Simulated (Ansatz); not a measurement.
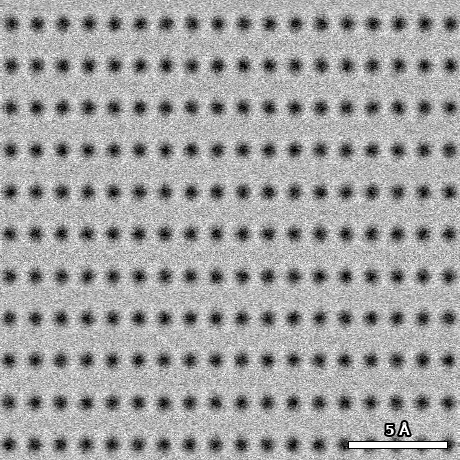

HRTEM-like image of Rh (R-3m, No. 166) along [210]. Simulated in the weak-phase-object approximation with neutral-atom potentials: 300 kV, Cs = 10 µm, defocus −53 Å (negative is underfocus), defocus spread 12 Å, aperture 1.62 1/Å. Shot noise and a slight drift were added. Atomic positions: the geometry relaxed with Ansatz 0.2.0, DFT PBEsol, scalar-relativistic, plane waves, PAW; the starting structure was generated, so it need not be a known form of this composition.

Q: Do the atom columns appear dark or bright, and why?

A: Dark. With positive Cs and underfocus sin χ is negative over the pass band, so the strongest columns (Rh) come out darker than the background.

Q: What point resolution do these settings give, and which lattice spacings pass?

A: About 0.6 Å (0.66 |Cs|^(1/4) λ^(3/4) with λ = 0.0197 Å). The spacings that carry visible contrast are {009} at 2.18 Å, {110} at 1.34 Å, {119} at 1.14 Å, {0 0 18} at 1.09 Å, {1 1 18} at 0.85 Å.
